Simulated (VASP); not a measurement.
Geometry relaxation of SiO$_{2}$ (part 5 of 5)

The same run, continued: SiO$_{2}$ (P4₁2₁2, 12 atoms in the cell); Kohn-Sham DFT of a periodic cell, r2SCAN, VASP PAW PBE potentials, recommended, no spin polarisation (VASP 6.6.1); cutoff 600 eV, 6×6×4 k-mesh, Gaussian smearing of 0.03 eV. The structure derives from an entry of the Crystallography Open Database.

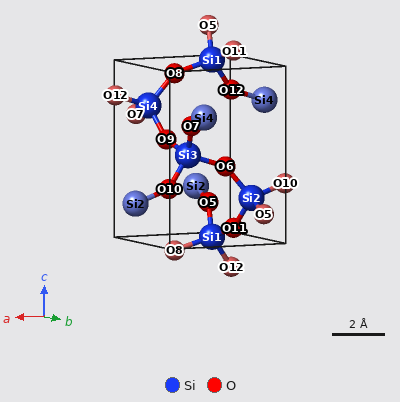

The geometry at step 18 of the log (ball-and-stick view of the cell of the calculation, seen at an oblique angle; neighbours outside the cell are drawn fainter; atoms are numbered from 1 in the order of the input).

### Trajectory as extended XYZ, continued
```
12
Lattice="4.9929 0.0000 0.0000 0.0000 4.9929 0.0000 -0.0000 0.0000 6.9819" Properties=species:S:1:pos:R:3:forces:R:3 step=2 energy=-119.19940
Si    1.4950    1.4950    0.0000   -0.0329  -0.0329   0.0000
Si    1.0014    3.9914    1.7455    0.0329  -0.0329   0.0000
Si    3.4979    3.4979    3.4910    0.0329   0.0329   0.0000
Si    3.9914    1.0014    5.2364   -0.0329   0.0329   0.0000
O     1.1969    0.5159    1.2464   -0.0029   0.0818  -0.0400
O     1.9805    3.6934    2.9919   -0.0818  -0.0029  -0.0400
O     3.7960    4.4770    4.7373    0.0029  -0.0818  -0.0400
O     3.0123    1.2995    6.4828    0.0818   0.0029  -0.0400
O     3.6934    1.9805    3.9901   -0.0029  -0.0818   0.0400
O     4.4770    3.7960    2.2446   -0.0818   0.0029   0.0400
O     1.2995    3.0123    0.4991    0.0029   0.0818   0.0400
O     0.5159    1.1969    5.7355    0.0818  -0.0029   0.0400
12
Lattice="4.9974 0.0000 0.0000 0.0000 4.9974 -0.0000 -0.0000 0.0000 6.9817" Properties=species:S:1:pos:R:3:forces:R:3 step=4 energy=-119.20035
Si    1.4961    1.4961    0.0000    0.0283   0.0283   0.0000
Si    1.0026    3.9948    1.7454   -0.0283   0.0283   0.0000
Si    3.5013    3.5013    3.4909   -0.0283  -0.0283   0.0000
Si    3.9948    1.0026    5.2363    0.0283  -0.0283   0.0000
O     1.1979    0.5175    1.2460   -0.0137  -0.0001  -0.0029
O     1.9812    3.6966    2.9915    0.0001  -0.0137  -0.0029
O     3.7995    4.4799    4.7369    0.0137   0.0001  -0.0029
O     3.0162    1.3008    6.4824   -0.0001   0.0137  -0.0029
O     3.6966    1.9812    3.9903   -0.0137   0.0001   0.0029
O     4.4799    3.7995    2.2448    0.0001   0.0137   0.0029
O     1.3008    3.0162    0.4994    0.0137  -0.0001   0.0029
O     0.5175    1.1979    5.7357   -0.0001  -0.0137   0.0029
12
Lattice="5.0009 -0.0000 -0.0000 0.0000 5.0009 -0.0000 -0.0000 0.0000 6.9637" Properties=species:S:1:pos:R:3:forces:R:3 step=6 energy=-119.20110
Si    1.4997    1.4997    0.0000    0.0158   0.0158   0.0000
Si    1.0007    4.0002    1.7409   -0.0158   0.0158   0.0000
Si    3.5011    3.5011    3.4819   -0.0158  -0.0158   0.0000
Si    4.0002    1.0007    5.2228    0.0158  -0.0158   0.0000
O     1.1972    0.5188    1.2423   -0.0105  -0.0042   0.0360
O     1.9816    3.6977    2.9832    0.0042  -0.0105   0.0360
O     3.8036    4.4821    4.7242    0.0105   0.0042   0.0360
O     3.0192    1.3032    6.4651   -0.0042   0.0105   0.0360
O     3.6977    1.9816    3.9805   -0.0105   0.0042  -0.0360
O     4.4821    3.8036    2.2396    0.0042   0.0105  -0.0360
O     1.3032    3.0192    0.4986    0.0105  -0.0042  -0.0360
O     0.5188    1.1972    5.7214   -0.0042  -0.0105  -0.0360
12
Lattice="5.0019 -0.0000 -0.0000 0.0000 5.0019 -0.0000 -0.0000 0.0000 6.9620" Properties=species:S:1:pos:R:3:forces:R:3 step=8 energy=-119.20125
Si    1.5008    1.5008    0.0000   -0.0158  -0.0158   0.0000
Si    1.0001    4.0018    1.7405    0.0158  -0.0158   0.0000
Si    3.5011    3.5011    3.4810    0.0158   0.0158   0.0000
Si    4.0018    1.0001    5.2215   -0.0158   0.0158   0.0000
O     1.1970    0.5190    1.2426   -0.0016   0.0234   0.0115
O     1.9820    3.6980    2.9831   -0.0234  -0.0016   0.0115
O     3.8049    4.4829    4.7236    0.0016  -0.0234   0.0115
O     3.0199    1.3039    6.4641    0.0234   0.0016   0.0115
O     3.6980    1.9820    3.9789   -0.0016  -0.0234  -0.0115
O     4.4829    3.8049    2.2384   -0.0234   0.0016  -0.0115
O     1.3039    3.0199    0.4979    0.0016   0.0234  -0.0115
O     0.5190    1.1970    5.7194    0.0234  -0.0016  -0.0115
12
Lattice="5.0034 -0.0000 -0.0000 0.0000 5.0034 -0.0000 -0.0000 -0.0000 6.9589" Properties=species:S:1:pos:R:3:forces:R:3 step=10 energy=-119.20147
Si    1.5014    1.5014    0.0000   -0.0014  -0.0014   0.0000
Si    1.0003    4.0031    1.7397    0.0014  -0.0014   0.0000
Si    3.5020    3.5020    3.4795    0.0014   0.0014   0.0000
Si    4.0031    1.0003    5.2192   -0.0014   0.0014   0.0000
O     1.1968    0.5202    1.2431    0.0002   0.0049   0.0103
O     1.9815    3.6985    2.9829   -0.0049   0.0002   0.0103
O     3.8066    4.4832    4.7226   -0.0002  -0.0049   0.0103
O     3.0220    1.3049    6.4623    0.0049  -0.0002   0.0103
O     3.6985    1.9815    3.9760    0.0002  -0.0049  -0.0103
O     4.4832    3.8066    2.2363   -0.0049  -0.0002  -0.0103
O     1.3049    3.0220    0.4966   -0.0002   0.0049  -0.0103
O     0.5202    1.1968    5.7158    0.0049   0.0002  -0.0103
12
Lattice="5.0040 -0.0000 -0.0000 0.0000 5.0040 -0.0000 -0.0000 -0.0000 6.9578" Properties=species:S:1:pos:R:3:forces:R:3 step=12 energy=-119.20149
Si    1.5016    1.5016    0.0000    0.0041   0.0041   0.0000
Si    1.0003    4.0036    1.7394   -0.0041   0.0041   0.0000
Si    3.5023    3.5023    3.4789   -0.0041  -0.0041   0.0000
Si    4.0036    1.0003    5.2183    0.0041  -0.0041   0.0000
O     1.1967    0.5207    1.2434    0.0006  -0.0014   0.0104
O     1.9813    3.6987    2.9828    0.0014   0.0006   0.0104
O     3.8072    4.4833    4.7222   -0.0006   0.0014   0.0104
O     3.0227    1.3052    6.4617   -0.0014  -0.0006   0.0104
O     3.6987    1.9813    3.9750    0.0006   0.0014  -0.0104
O     4.4833    3.8072    2.2355    0.0014  -0.0006  -0.0104
O     1.3052    3.0227    0.4961   -0.0006  -0.0014  -0.0104
O     0.5207    1.1967    5.7144   -0.0014   0.0006  -0.0104
12
Lattice="5.0030 -0.0000 -0.0000 0.0000 5.0030 -0.0000 -0.0000 -0.0000 6.9513" Properties=species:S:1:pos:R:3:forces:R:3 step=14 energy=-119.20183
Si    1.5016    1.5016    0.0000    0.0101   0.0101   0.0000
Si    0.9998    4.0031    1.7378   -0.0101   0.0101   0.0000
Si    3.5013    3.5013    3.4756   -0.0101  -0.0101   0.0000
Si    4.0031    0.9998    5.2135    0.0101  -0.0101   0.0000
O     1.1958    0.5219    1.2438    0.0035   0.0000   0.0094
O     1.9796    3.6973    2.9817    0.0000   0.0035   0.0094
O     3.8071    4.4811    4.7195   -0.0035   0.0000   0.0094
O     3.0234    1.3057    6.4573    0.0000  -0.0035   0.0094
O     3.6973    1.9796    3.9696    0.0035   0.0000  -0.0094
O     4.4811    3.8071    2.2318    0.0000  -0.0035  -0.0094
O     1.3057    3.0234    0.4940   -0.0035   0.0000  -0.0094
O     0.5219    1.1958    5.7074    0.0000   0.0035  -0.0094
12
Lattice="4.9984 0.0000 -0.0000 0.0000 4.9984 -0.0000 -0.0000 -0.0000 6.9221" Properties=species:S:1:pos:R:3:forces:R:3 step=16 energy=-119.20227
Si    1.5016    1.5016    0.0000    0.0379   0.0379   0.0000
Si    0.9976    4.0008    1.7305   -0.0379   0.0379   0.0000
Si    3.4968    3.4968    3.4611   -0.0379  -0.0379   0.0000
Si    4.0008    0.9976    5.1916    0.0379  -0.0379   0.0000
O     1.1917    0.5272    1.2460    0.0159   0.0069   0.0070
O     1.9720    3.6909    2.9765   -0.0069   0.0159   0.0070
O     3.8067    4.4712    4.7070   -0.0159  -0.0069   0.0070
O     3.0264    1.3075    6.4375    0.0069  -0.0159   0.0070
O     3.6909    1.9720    3.9456    0.0159  -0.0069  -0.0070
O     4.4712    3.8067    2.2151   -0.0069  -0.0159  -0.0070
O     1.3075    3.0264    0.4846   -0.0159   0.0069  -0.0070
O     0.5272    1.1917    5.6762    0.0069   0.0159  -0.0070
12
Lattice="4.9984 0.0000 -0.0000 0.0000 4.9984 -0.0000 -0.0000 -0.0000 6.9260" Properties=species:S:1:pos:R:3:forces:R:3 step=18 energy=-119.20254
Si    1.5025    1.5025    0.0000    0.0008   0.0008   0.0000
Si    0.9967    4.0017    1.7315   -0.0008   0.0008   0.0000
Si    3.4959    3.4959    3.4630   -0.0008  -0.0008   0.0000
Si    4.0017    0.9967    5.1945    0.0008  -0.0008   0.0000
O     1.1921    0.5272    1.2467    0.0191   0.0361  -0.0207
O     1.9720    3.6913    2.9781   -0.0361   0.0191  -0.0207
O     3.8063    4.4712    4.7096   -0.0191  -0.0361  -0.0207
O     3.0264    1.3071    6.4411    0.0361  -0.0191  -0.0207
O     3.6913    1.9720    3.9478    0.0191  -0.0361   0.0207
O     4.4712    3.8063    2.2163   -0.0361  -0.0191   0.0207
O     1.3071    3.0264    0.4848   -0.0191   0.0361   0.0207
O     0.5272    1.1921    5.6793    0.0361   0.0191   0.0207
12
Lattice="4.9977 0.0000 -0.0000 0.0000 4.9977 -0.0000 -0.0000 -0.0000 6.9236" Properties=species:S:1:pos:R:3:forces:R:3 step=20 energy=-119.20272
Si    1.5030    1.5030    0.0000   -0.0041  -0.0041   0.0000
Si    0.9958    4.0019    1.7309    0.0041  -0.0041   0.0000
Si    3.4947    3.4947    3.4618    0.0041   0.0041   0.0000
Si    4.0019    0.9958    5.1927   -0.0041   0.0041   0.0000
O     1.1919    0.5285    1.2473    0.0182   0.0394  -0.0256
O     1.9704    3.6908    2.9782   -0.0394   0.0182  -0.0256
O     3.8058    4.4693    4.7091   -0.0182  -0.0394  -0.0256
O     3.0273    1.3069    6.4400    0.0394  -0.0182  -0.0256
O     3.6908    1.9704    3.9454    0.0182  -0.0394   0.0256
O     4.4693    3.8058    2.2145   -0.0394  -0.0182   0.0256
O     1.3069    3.0273    0.4836   -0.0182   0.0394   0.0256
O     0.5285    1.1919    5.6763    0.0394   0.0182   0.0256
12
Lattice="4.9936 0.0000 -0.0000 0.0000 4.9936 -0.0000 -0.0000 -0.0000 6.9084" Properties=species:S:1:pos:R:3:forces:R:3 step=22 energy=-119.20378
Si    1.5067    1.5067    0.0000    0.0094   0.0094   0.0000
Si    0.9901    4.0035    1.7271   -0.0094   0.0094   0.0000
Si    3.4869    3.4869    3.4542   -0.0094  -0.0094   0.0000
Si    4.0035    0.9901    5.1813    0.0094  -0.0094   0.0000
O     1.1911    0.5372    1.2507   -0.0005   0.0059  -0.0212
O     1.9596    3.6879    2.9778   -0.0059  -0.0005  -0.0212
O     3.8025    4.4564    4.7049    0.0005  -0.0059  -0.0212
O     3.0340    1.3057    6.4320    0.0059   0.0005  -0.0212
O     3.6879    1.9596    3.9306   -0.0005  -0.0059   0.0212
O     4.4564    3.8025    2.2035   -0.0059   0.0005   0.0212
O     1.3057    3.0340    0.4764    0.0005   0.0059   0.0212
O     0.5372    1.1911    5.6577    0.0059  -0.0005   0.0212
12
Lattice="4.9917 0.0000 -0.0000 0.0000 4.9917 -0.0000 -0.0000 -0.0000 6.9016" Properties=species:S:1:pos:R:3:forces:R:3 step=24 energy=-119.20389
Si    1.5083    1.5083    0.0000    0.0156   0.0156   0.0000
Si    0.9876    4.0042    1.7254   -0.0156   0.0156   0.0000
Si    3.4835    3.4835    3.4508   -0.0156  -0.0156   0.0000
Si    4.0042    0.9876    5.1762    0.0156  -0.0156   0.0000
O     1.1907    0.5410    1.2522   -0.0090  -0.0087  -0.0191
O     1.9548    3.6866    2.9776    0.0087  -0.0090  -0.0191
O     3.8010    4.4507    4.7030    0.0090   0.0087  -0.0191
O     3.0369    1.3052    6.4284   -0.0087   0.0090  -0.0191
O     3.6866    1.9548    3.9240   -0.0090   0.0087   0.0191
O     4.4507    3.8010    2.1986    0.0087   0.0090   0.0191
O     1.3052    3.0369    0.4732    0.0090  -0.0087   0.0191
O     0.5410    1.1907    5.6494   -0.0087  -0.0090   0.0191
12
Lattice="4.9825 0.0000 -0.0000 0.0000 4.9825 -0.0000 -0.0000 -0.0000 6.8859" Properties=species:S:1:pos:R:3:forces:R:3 step=26 energy=-119.20452
Si    1.5100    1.5100    0.0000    0.0009   0.0009   0.0000
Si    0.9812    4.0013    1.7215   -0.0009   0.0009   0.0000
Si    3.4725    3.4725    3.4430   -0.0009  -0.0009   0.0000
Si    4.0013    0.9812    5.1645    0.0009  -0.0009   0.0000
O     1.1883    0.5473    1.2538   -0.0206   0.0088  -0.0044
O     1.9440    3.6796    2.9753   -0.0088  -0.0206  -0.0044
O     3.7942    4.4353    4.6968    0.0206  -0.0088  -0.0044
O     3.0385    1.3029    6.4182    0.0088   0.0206  -0.0044
O     3.6796    1.9440    3.9107   -0.0206  -0.0088   0.0044
O     4.4353    3.7942    2.1892   -0.0088   0.0206   0.0044
O     1.3029    3.0385    0.4677    0.0206   0.0088   0.0044
O     0.5473    1.1883    5.6322    0.0088  -0.0206   0.0044
12
Lattice="4.9790 0.0000 -0.0000 0.0000 4.9790 -0.0000 -0.0000 -0.0000 6.8875" Properties=species:S:1:pos:R:3:forces:R:3 step=28 energy=-119.20489
Si    1.5105    1.5105    0.0000   -0.0092  -0.0092   0.0000
Si    0.9790    4.0000    1.7219    0.0092  -0.0092   0.0000
Si    3.4685    3.4685    3.4438    0.0092   0.0092   0.0000
Si    4.0000    0.9790    5.1656   -0.0092   0.0092   0.0000
O     1.1863    0.5497    1.2553   -0.0128   0.0169  -0.0129
O     1.9398    3.6758    2.9771   -0.0169  -0.0128  -0.0129
O     3.7927    4.4293    4.6990    0.0128  -0.0169  -0.0129
O     3.0392    1.3032    6.4209    0.0169   0.0128  -0.0129
O     3.6758    1.9398    3.9104   -0.0128  -0.0169   0.0129
O     4.4293    3.7927    2.1885   -0.0169   0.0128   0.0129
O     1.3032    3.0392    0.4666    0.0128   0.0169   0.0129
O     0.5497    1.1863    5.6323    0.0169  -0.0128   0.0129
12
Lattice="4.9726 0.0000 -0.0000 0.0000 4.9726 -0.0000 -0.0000 0.0000 6.8898" Properties=species:S:1:pos:R:3:forces:R:3 step=30 energy=-119.20526
Si    1.5111    1.5111    0.0000   -0.0102  -0.0102   0.0000
Si    0.9753    3.9974    1.7225    0.0102  -0.0102   0.0000
Si    3.4616    3.4616    3.4449    0.0102   0.0102   0.0000
Si    3.9974    0.9753    5.1674   -0.0102   0.0102   0.0000
O     1.1826    0.5543    1.2576   -0.0019   0.0126  -0.0141
O     1.9321    3.6690    2.9801   -0.0126  -0.0019  -0.0141
O     3.7900    4.4184    4.7025    0.0019  -0.0126  -0.0141
O     3.0406    1.3037    6.4250    0.0126   0.0019  -0.0141
O     3.6690    1.9321    3.9097   -0.0019  -0.0126   0.0141
O     4.4184    3.7900    2.1873   -0.0126   0.0019   0.0141
O     1.3037    3.0406    0.4648    0.0019   0.0126   0.0141
O     0.5543    1.1826    5.6322    0.0126  -0.0019   0.0141
12
Lattice="4.9709 -0.0000 -0.0000 0.0000 4.9709 -0.0000 -0.0000 0.0000 6.8899" Properties=species:S:1:pos:R:3:forces:R:3 step=32 energy=-119.20531
Si    1.5110    1.5110    0.0000    0.0066   0.0066   0.0000
Si    0.9745    3.9964    1.7225   -0.0066   0.0066   0.0000
Si    3.4599    3.4599    3.4450   -0.0066  -0.0066   0.0000
Si    3.9964    0.9745    5.1674    0.0066  -0.0066   0.0000
O     1.1817    0.5556    1.2579   -0.0032  -0.0047   0.0013
O     1.9299    3.6671    2.9804    0.0047  -0.0032   0.0013
O     3.7892    4.4153    4.7028    0.0032   0.0047   0.0013
O     3.0410    1.3038    6.4253   -0.0047   0.0032   0.0013
O     3.6671    1.9299    3.9096   -0.0032   0.0047  -0.0013
O     4.4153    3.7892    2.1871    0.0047   0.0032  -0.0013
O     1.3038    3.0410    0.4646    0.0032  -0.0047  -0.0013
O     0.5556    1.1817    5.6320   -0.0047  -0.0032  -0.0013
```

The run was set up as follows.

### INCAR
```
SYSTEM = SiO2
PREC = Accurate
ENCUT = 600
EDIFF = 1E-6
ISMEAR = 0
SIGMA = 0.03
LREAL = .FALSE.
LASPH = .TRUE.
NELM = 80
ALGO = Normal
ISIF = 3
LWAVE = .FALSE.
LCHARG = .FALSE.
METAGGA = R2SCAN
LMIXTAU = .TRUE.
IBRION = 2
NSW = 90
EDIFFG = -0.01
KPAR = 4
```

### KPOINTS
```
regular mesh
0
G
  6 6 4
  0 0 0
```

### POSCAR
```
SiO2
1.0
    4.9820000000      0.0000000000      0.0000000000
    0.0000000000      4.9820000000      0.0000000000
    0.0000000000      0.0000000000      6.9630000000
Si O
4 8
Direct
    0.2989700000      0.2989700000      0.0000000000
    0.2010300000      0.7989700000      0.2500000000
    0.7010300000      0.7010300000      0.5000000000
    0.7989700000      0.2010300000      0.7500000000
    0.2398900000      0.1034700000      0.1781300000
    0.3965300000      0.7398900000      0.4281300000
    0.7601100000      0.8965300000      0.6781300000
    0.6034700000      0.2601100000      0.9281300000
    0.7398900000      0.3965300000      0.5718700000
    0.8965300000      0.7601100000      0.3218700000
    0.2601100000      0.6034700000      0.0718700000
    0.1034700000      0.2398900000      0.8218700000
```

Launch command:
```bash
cat potpaw_PBE.64/Si/POTCAR potpaw_PBE.64/O/POTCAR > POTCAR
mpirun -np 4 vasp_std > vasp.out
```

### Key numbers

| quantity | value |
| --- | --- |
| outcome | converged |
| space group (tolerance 0.01 Å) | P4₁2₁2 (92) |
| electrons treated | 64 |
| free energy | −119.2053 eV |
| gap on the k-point mesh | 6.36 eV |
| pressure | −0.01 GPa |
| final volume | 170.25 Å³ |
| largest force (length of the vector) at the end | 0.009 eV/Å |
| final cell | a = 4.971 Å, b = 4.971 Å, c = 6.890 Å, α = 90.00°, β = 90.00°, γ = 90.00° |
| hardware | 4 threads of Intel Xeon (Emerald Rapids), 128 GiB of memory available, shared host |
| wall time | 48 min (CPU time 3.2 h) |
| peak memory | 0.43 GiB |
